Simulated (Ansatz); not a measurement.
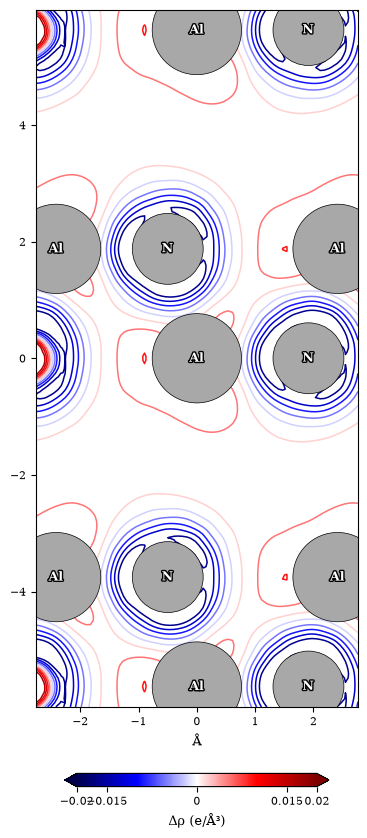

AlN. Difference of the valence pseudo-densities of two functionals at the same geometry, on the (110) plane of the calculation cell: one of HSE06 and PBEsol less the other.

Both computed with Ansatz (plane waves, PAW), on the same k-point mesh. Grey discs cover the atomic cores.

Question: Which was subtracted from which, and what does the map show?

Answer: It is PBEsol less HSE06. Against HSE06, PBEsol gives less density around N (−0.017 e/Å³ on average at 0.8 Å from the nucleus), more density in the space between the atoms (+0.003 e/Å³ on average) and a change of −0.010 e/Å³ at the midpoint of Al–N.
